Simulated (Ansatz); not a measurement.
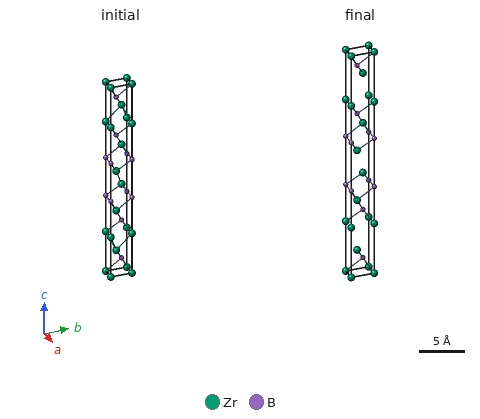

The structure of crystalline Zr3B2 (built on the tetradymite_166 type) (coarse preliminary run) before (left) and after (right) a relaxation, at one scale.

A ball-and-stick model of the conventional cell (3 times the calculation's cell), seen slightly off an axis. Lengths and directions refer to the drawn axes.

Case: tetradymite type (R-3m, No. 166).

Theory: Ansatz 0.2.0, DFT PBE, scalar-relativistic, plane waves, PAW.

Input file:
```yaml
crystal:
  lattice:
    - [1.5735248964, 0.9084750225, 7.2940860743]
    - [-1.5735248964, 0.9084750225, 7.2940860743]
    - [0.0, -1.816950045, 7.2940860743]
  atoms:
    - { symbol: Zr, position: [0.0, 0.0, 0.0] }
    - { symbol: Zr, position: [0.2095, 0.2095, 0.2095] }
    - { symbol: Zr, position: [0.7905, 0.7905, 0.7905] }
    - { symbol: B, position: [0.4, 0.4, 0.4] }
    - { symbol: B, position: [0.6, 0.6, 0.6] }
basis:
  ecutwfc: 420
kpoints:
  mp_grid: { grid: [6, 6, 6] }
hamiltonian:
  xc: pbe
scf:
  occupations: { method: gaussian, width: 0.1 }
  lower_state_search: "off"
output:
  forces: true
  stress: true
  eigenvalues: true
relax:
  adjacent_minimum: "off"
  f_tol: 0.04
  max_steps: 70
  cell: { stress_tol: 0.4 }
```

Command:
```bash
ansatz run input.yaml --threads 1 --pin off --max-ram 2560MiB --backend cpu --events-out ev --progress --plain --runs-dir out
```

> Describe what moved and what it gained.

After 7 accepted moves (9 points after the start) the energy has fallen by 3.381 eV per cell of the calculation. Largest force component: 1.6 eV/Å at the start, 0.027 eV/Å at the end. Pressure: 51.41 GPa at the start and 0.08 GPa at the end. At 2 points the geometry stayed and the basis and grid were re-selected for the new cell (energy shift of 40.0 meV per cell of the calculation at most each time). The largest moves relative to the cell, 0.40 Å, are those of Zr2 and Zr3. Zr2 goes along +c. By element the largest moves are Zr 0.40 Å, B 0.23 Å. The drawn cell changes as follows: a = b 3.147 → 3.418 Å (+8.6 %), c 21.882 → 25.604 Å (+17.0 %); the volume changes by +38.0 %. Near-neighbour distances that change, for instance: Zr2–Zr3 2.611 → 3.579 Å, Zr1–Zr1 3.147 → 3.418 Å, Zr2–B5 2.206 → 2.360 Å, Zr1–Zr2 3.263 → 3.405 Å. Bonds break: Zr2–Zr3 (2.61 → 3.58 Å). Bond angles that change, for instance: B4–Zr1–B5 95.0° → 92.3°, Zr1–B4–Zr1 85.0° → 87.7°, B4–Zr1–B4 85.0° → 87.7°. The space group stays R-3m (No. 166).
